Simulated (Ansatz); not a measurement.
## Two runs on Gd

System: Gd (2 atoms in the cell).
Method of run 1: DFT PBEsol, scalar-relativistic, plane waves, PAW, spin-polarised (Ansatz 0.2.0).

Text and figures count atoms from 1; the logs count them from 0 in places.

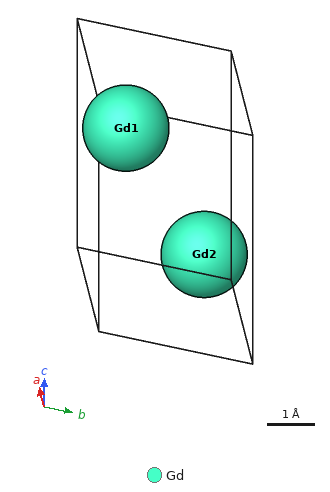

**Figure 1.** The structure (spheres-only view of the cell of the calculation, set on other vectors, seen at an oblique angle; atoms are numbered from 1 in the order of the input).

**The input, run 1**
```yaml
crystal:
  lattice:
    - [3.5663148998, 0.0, 0.0]
    - [-1.7831574499, 3.0885193011, 0.0]
    - [0.0, 0.0, 5.6921663541]
  atoms:
    - { symbol: Gd, position: [0.2587465379, 0.6666666667, 0.7078367909], spin: 8.08 }
    - { symbol: Gd, position: [0.7412534621, 0.3333333333, 0.2921632091], spin: 8.08 }
basis:
  ecutwfc: 420
kpoints:
  mp_grid: { grid: [15, 15, 8] }
hamiltonian:
  xc: pbesol
scf:
  occupations: { method: gaussian, width: 0.15 }
output:
  forces: true
  stress: true
  eigenvalues: true
  populations: true
magnetization:
  spin_polarized: true
```

Launched with:
```bash
ansatz run input.yaml --threads 4 --pin off --max-ram 10240MiB --backend cpu --events-out ev --progress --plain --runs-dir out
```

Hardware: 4 threads of AMD EPYC (Zen 3), 64 GiB of memory available, shared host.

**Output, shortened to warnings, some set-up lines, iterations and results (run 1)**
```
Warning: where an SCF of this run starts from atoms to list the orders of its open shells, Gd (sites 0, 1, from 0) starts with 6.64 μB on its 4f shell and 0.64 μB on its 5d shell, in the place of the 8.08 μB that the deck gives it: its open shells can hold no more by Hund's first rule. To start from spheres of the given moment, type scf.initial_density.shell_occupations: []
Basis set: ecut = 420 eV, 1225 PW (Γ), exchange–correlation on 48×48×80 points (8 copies of the dense FFT grid, shifted against one another)
Symmetry: 2 space group operations
k-points: 901 of 1800
Initial density: superposition of atomic densities (chi_scale 0.1, normalization cell)
[...]
SCF iter   1: F=—  HF=-18455.641313 eV  |F-HF|=—  |Δ(HF+E_count)|=         —  Δρ=3.46e-2 (↑1.43e-2 ↓3.46e-2)  dr2=3.44e0  dr2_m=1.65e-1  M=14.417 μB ∫|m|=14.417 μB  β_m=0.30  …
SCF iter   2: F=—  HF=-18455.528294 eV  |F-HF|=—  |Δ(HF+E_count)|=   1.13e-1  Δρ=2.76e-2 (↑1.14e-2 ↓2.76e-2)  dr2=1.98e0  dr2_m=1.24e-1  M=14.481 μB ∫|m|=14.481 μB  β_m=0.52  …
SCF iter   3: F=—  HF=-18455.444011 eV  |F-HF|=—  |Δ(HF+E_count)|=   8.43e-2  Δρ=1.18e-2 (↑3.43e-3 ↓1.18e-2)  dr2=1.49e-1  dr2_m=1.40e-2  M=14.694 μB ∫|m|=14.694 μB  β_m=0.59 …
SCF iter   4: F=—  HF=-18455.491130 eV  |F-HF|=—  |Δ(HF+E_count)|=   4.71e-2  Δρ=4.62e-3 (↑2.67e-3 ↓4.62e-3)  dr2=1.76e-2  dr2_m=5.15e-3  M=14.765 μB ∫|m|=14.765 μB  β_m=0.73 …
SCF iter   5: F=—  HF=-18455.501182 eV  |F-HF|=—  |Δ(HF+E_count)|=   1.01e-2  Δρ=1.40e-3 (↑9.14e-4 ↓1.40e-3)  dr2=1.61e-3  dr2_m=5.42e-4  M=14.831 μB ∫|m|=14.831 μB  β_m=0.86 …
SCF iter   6: F=—  HF=-18455.502397 eV  |F-HF|=—  |Δ(HF+E_count)|=   1.22e-3  Δρ=2.88e-4 (↑1.95e-4 ↓2.88e-4)  dr2=2.73e-4  dr2_m=1.38e-5  M=14.862 μB ∫|m|=14.862 μB  β_m=0.93 …
SCF iter   7: F=—  HF=-18455.502394 eV  |F-HF|=—  |Δ(HF+E_count)|=   3.53e-6  Δρ=7.89e-5 (↑7.89e-5 ↓5.96e-5)  dr2=9.06e-6  dr2_m=1.56e-6  M=14.869 μB ∫|m|=14.869 μB  β_m=0.97 …
SCF iter   8: F=—  HF=-18455.502399 eV  |F-HF|=—  |Δ(HF+E_count)|=   4.71e-6  Δρ=1.96e-5 (↑1.89e-5 ↓1.96e-5)  dr2=3.32e-7  dr2_m=1.57e-7  M=14.871 μB ∫|m|=14.871 μB  β_m=0.98 …
SCF iter   9: F=—  HF=-18455.502399 eV  |F-HF|=—  |Δ(HF+E_count)|=   6.94e-7  Δρ=7.12e-6 (↑6.22e-6 ↓7.12e-6)  dr2=5.34e-8  dr2_m=1.78e-8  M=14.872 μB ∫|m|=14.872 μB  β_m=0.99 …
SCF iter  10: F=-18455.502399 eV  HF=-18455.502399 eV  |F-HF|=1.24e-9  |Δ(HF+E_count)|=   8.93e-8  Δρ=2.86e-6 (↑1.81e-6 ↓2.86e-6)  dr2=9.20e-9  dr2_m=1.69e-9  M=14.872 μB …
SCF 1 converged in 10 iterations: F = -18455.502399 eV  dr2 = 9.20e-9
SCF converged after 10 iterations
Magnetization: 14.8723 μB (25.4361 up, 10.5639 down)
Absolute magnetization: 14.8723 μB (∫|ρ↑−ρ↓|, with the PAW one-centre terms)
Spin contamination: 0.0170 ħ² per cell (⟨S²⟩ above its minimum at these occupations)
Per-site moments (μB) at R_I (Å): [(7.067462925898139, 1.182920839373675), (7.067462925898139, 1.182920839373675)]
Free energy (F): -18455.502399 eV
Harris-Foulkes:  -18455.502399 eV  (|F-HF|=1.24e-9)
Internal energy: -18455.465549 eV  (E = F + TS)
E sigma→0 (E₀):  -18455.483974 eV
Entropy (-TS):   -0.036851 eV (-18.425 meV/atom)
Fermi energy:    12.731828 eV
--- Per-component energies (eV) ---
  E_band       = -37.124913
  E_kinetic    = 808.306891
  E_local      = -4338.573703  (includes V_loc(G=0)·N_el)
  E_nonlocal   = 588.144226
  E_hartree    = 1811.658333
  E_xc         = -462.768714
  E_vxc        = -504.297610  (∫ρ·V_xc dr)
  E_paw        = -12695.631541  (= ΣΔE_a)
  E_vpaw       = -214.024778  (= ΣTr[D̂ρ^β])
  E_aug_tail   = 0.000000  (compensation charges beyond the density's cutoff)
  E_ewald      = -4167.923383
  E_core_change = 1.322342  (= ΣΔE_core)
  E_smearing   = -0.036851  (= −TS)
  E_closure    = 0.000000  (closes the sum)
  Σ components = -18455.502399   (vs F -18455.502399, Δ=0.00e0)
--- Forces (eV/Å), atoms counted from 1 ---
  atom   1  Gd     0.36236923     0.09082821     1.53981099
  atom   2  Gd    -0.36236923    -0.09082821    -1.53981099
  max |Σ_I F_I| component: 0.00e0 eV/Å
--- Stress (GPa, compression-positive) ---
       -0.350108       1.970240       1.519739
        1.970240      -0.180864       0.623648
        1.519741       0.623648       4.007348
  P = ⅓ Tr σ = 1.1588 GPa (11.588 kbar)
--- Löwdin populations: 2 sites ---
  site symbol       q [e]    m [muB]
     0     Gd     17.9719     7.4334
     1     Gd     17.9719     7.4334
  spilling = 0.001564 (of n_electrons = 36.000000)
```

The input of run 2 differs as follows (lines with − go, lines with + come):
```diff
+  hubbard: { sites: [{ species: Gd, l: f, u_eff: 3.0 }], double_counting: fll }
-  populations: true
```

Predict how the results change.

The total energies belong to different models, so their difference says nothing on which is more stable or more accurate. The net moment of the cell goes from 14.87 to 15.23 μB. The pressure goes from 1.16 to 1.91 GPa. The largest force goes from 1.584 to 1.841 eV/Å. The number of SCF iterations is the same.

**Output, shortened to warnings, some set-up lines, iterations and results (run 2)**
```
Warning: where an SCF of this run starts from atoms to list the orders of its open shells, Gd (sites 0, 1, from 0) starts with 6.64 μB on its 4f shell and 0.64 μB on its 5d shell, in the place of the 8.08 μB that the deck gives it: its open shells can hold no more by Hund's first rule. To start from spheres of the given moment, type scf.initial_density.shell_occupations: []
Basis set: ecut = 420 eV, 1225 PW (Γ), exchange–correlation on 48×48×80 points (8 copies of the dense FFT grid, shifted against one another)
Symmetry: 2 space group operations
k-points: 901 of 1800
Initial density: superposition of atomic densities (chi_scale 0.1, normalization cell)
[...]
SCF iter   1: F=—  HF=-18454.547963 eV  |F-HF|=—  |Δ(HF+E_count)|=         —  Δρ=4.67e-2 (↑1.47e-2 ↓4.67e-2)  dr2=3.50e0  dr2_m=3.59e-1  M=14.692 μB ∫|m|=14.692 μB  β_m=0.30  …
SCF iter   2: F=—  HF=-18454.729835 eV  |F-HF|=—  |Δ(HF+E_count)|=   1.82e-1  Δρ=3.74e-2 (↑1.30e-2 ↓3.74e-2)  dr2=2.02e0  dr2_m=2.66e-1  M=14.790 μB ∫|m|=14.790 μB  β_m=0.49  …
SCF iter   3: F=—  HF=-18455.208887 eV  |F-HF|=—  |Δ(HF+E_count)|=   4.79e-1  Δρ=1.49e-2 (↑4.76e-3 ↓1.49e-2)  dr2=2.41e-1  dr2_m=1.96e-2  M=15.085 μB ∫|m|=15.085 μB  β_m=0.55 …
SCF iter   4: F=—  HF=-18455.283113 eV  |F-HF|=—  |Δ(HF+E_count)|=   7.42e-2  Δρ=4.17e-3 (↑1.95e-3 ↓4.17e-3)  dr2=2.63e-2  dr2_m=1.88e-3  M=15.171 μB ∫|m|=15.171 μB  β_m=0.71 …
SCF iter   5: F=—  HF=-18455.283022 eV  |F-HF|=—  |Δ(HF+E_count)|=   9.02e-5  Δρ=1.53e-3 (↑8.47e-4 ↓1.53e-3)  dr2=2.53e-3  dr2_m=5.10e-4  M=15.197 μB ∫|m|=15.197 μB  β_m=0.85 …
SCF iter   6: F=—  HF=-18455.283744 eV  |F-HF|=—  |Δ(HF+E_count)|=   7.22e-4  Δρ=3.48e-4 (↑2.39e-4 ↓3.48e-4)  dr2=1.47e-4  dr2_m=1.39e-5  M=15.219 μB ∫|m|=15.219 μB  β_m=0.92 …
SCF iter   7: F=—  HF=-18455.283790 eV  |F-HF|=—  |Δ(HF+E_count)|=   4.55e-5  Δρ=1.11e-4 (↑7.81e-5 ↓1.11e-4)  dr2=1.79e-5  dr2_m=2.16e-6  M=15.225 μB ∫|m|=15.225 μB  β_m=0.96 …
SCF iter   8: F=—  HF=-18455.283800 eV  |F-HF|=—  |Δ(HF+E_count)|=   1.00e-5  Δρ=3.16e-5 (↑1.93e-5 ↓3.16e-5)  dr2=1.32e-6  dr2_m=2.09e-7  M=15.228 μB ∫|m|=15.228 μB  β_m=0.98 …
SCF iter   9: F=—  HF=-18455.283801 eV  |F-HF|=—  |Δ(HF+E_count)|=   9.57e-7  Δρ=8.50e-6 (↑6.39e-6 ↓8.50e-6)  dr2=1.36e-7  dr2_m=1.45e-8  M=15.229 μB ∫|m|=15.229 μB  β_m=0.99 …
SCF iter  10: F=-18455.283801 eV  HF=-18455.283801 eV  |F-HF|=5.39e-9  |Δ(HF+E_count)|=   6.34e-8  Δρ=2.80e-6 (↑1.89e-6 ↓2.80e-6)  dr2=1.08e-8  dr2_m=1.55e-9  M=15.229 μB …
SCF 1 converged in 10 iterations: F = -18455.283801 eV  dr2 = 1.08e-8
SCF converged after 10 iterations
Magnetization: 15.2290 μB (25.6145 up, 10.3855 down)
Absolute magnetization: 15.2290 μB (∫|ρ↑−ρ↓|)
Spin contamination: 0.0139 ħ² per cell (⟨S²⟩ above its minimum at these occupations)
Per-site moments (μB) at R_I (Å): [(7.202933821504356, 1.182920839373675), (7.202933821504356, 1.182920839373675)]
Free energy (F): -18455.283801 eV
Harris-Foulkes:  -18455.283801 eV  (|F-HF|=5.39e-9)
Internal energy: -18455.253585 eV  (E = F + TS)
E sigma→0 (E₀):  -18455.268693 eV
Entropy (-TS):   -0.030216 eV (-15.108 meV/atom)
Fermi energy:    12.806082 eV
--- Per-component energies (eV) ---
  E_band       = -68.041214
  E_kinetic    = 812.775847
  E_local      = -4324.875171  (includes V_loc(G=0)·N_el)
  E_nonlocal   = 578.731922
  E_hartree    = 1800.566285
  E_xc         = -465.027940
  E_vxc        = -507.144169  (∫ρ·V_xc dr)
  E_hubbard    = 0.108541  (on-site DFT+U / exact-exchange correction)
  E_vhub       = -20.847927  (the Hubbard potential's part of the band-sum identity)
  E_paw        = -12690.932027  (= ΣΔE_a)
  E_vpaw       = -207.818131  (= ΣTr[D̂ρ^β])
  E_aug_tail   = 0.000000  (compensation charges beyond the density's cutoff)
  E_ewald      = -4167.923383
  E_core_change = 1.322342  (= ΣΔE_core)
  E_smearing   = -0.030216  (= −TS)
  E_closure    = -0.000000  (closes the sum)
  Σ components = -18455.283801   (vs F -18455.283801, Δ=0.00e0)
--- Forces (eV/Å), atoms counted from 1 ---
  atom   1  Gd     0.42763271     0.13736441     1.78497345
  atom   2  Gd    -0.42763271    -0.13736441    -1.78497345
  max |Σ_I F_I| component: 0.00e0 eV/Å
--- Stress (GPa, compression-positive) ---
        0.216858       2.257201       1.806324
        2.257201       0.456335       0.884164
        1.806324       0.884164       5.065018
  P = ⅓ Tr σ = 1.9127 GPa (19.127 kbar)
Occupation matrices written to [file]
```

**The two runs side by side**

```csv
quantity,run 1,run 2
outcome,converged,converged
free energy per atom (eV),−9227.7512,−9227.6419
"energy per atom, smearing taken to zero (eV)",−9227.7420,−9227.6343
gap on the mesh (eV),0.00,0.00
net moment of the cell (μB),14.87,15.23
absolute moment of the cell (μB),14.87,15.23
pressure (GPa),1.16,1.91
largest force (eV/Å),1.584,1.841
SCF iterations,10,10
irreducible k-points,901,901
plane waves at Γ,1225,1225
wall time (shared host),83 s,90 s
```

For run 2: DFT+U on an f shell has many self-consistent states, and spin–orbit coupling is left out here.
